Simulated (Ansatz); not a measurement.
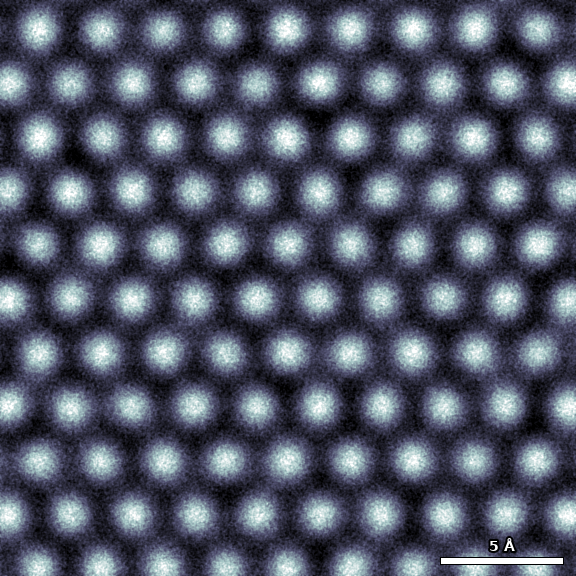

An image along [001] of one of the structures below (computed or model cells, partly hypothetical, each in its standard cell). Simulated as the projected potential of neutral atoms (B = 0.5 Å²) blurred by a 1.30 Å probe, the thin-sample limit of integrated differential phase contrast. Shot noise and the speckle of an amorphous layer were added.

A. Ge
Space group Pm-3m (No. 221). a = 2.730 Å, b = 2.730 Å, c = 2.730 Å, α = 90.00°, β = 90.00°, γ = 90.00°
| atom | site | symmetry | x | y | z |
| --- | --- | --- | --- | --- | --- |
| Ge | 1a | m-3m | 0.0000 | 0.0000 | 0.0000 |

B. Si
Space group Fm-3m (No. 225). a = 3.877 Å, b = 3.877 Å, c = 3.877 Å, α = 90.00°, β = 90.00°, γ = 90.00°
```csv
atom,site,symmetry,x,y,z
Si,4a,m-3m,0.0000,0.0000,0.0000
```

C. Si
Space group P6/mmm (No. 191). a = 4.489 Å, b = 4.489 Å, c = 2.570 Å, α = 90.00°, β = 90.00°, γ = 120.00°
```json
{"atom": "Si", "site": "1a", "symmetry": "6/mmm", "x": "0.0000", "y": "0.0000", "z": "0.0000"}
{"atom": "Si", "site": "2d", "symmetry": "-6m2", "x": "0.3333", "y": "0.6667", "z": "0.5000"}
```

Q: Which structure was imaged?

C, Si. Along [001] the projected cells are A 2.73 × 2.73 Å, 90°; B 1.94 × 1.94 Å, 90°; C 2.59 × 2.59 Å, 120°. The image repeats as C does.

Structure C: the input geometry of an electronic-structure calculation (not necessarily at equilibrium); the starting structure was generated, so it need not be a known form of this composition.
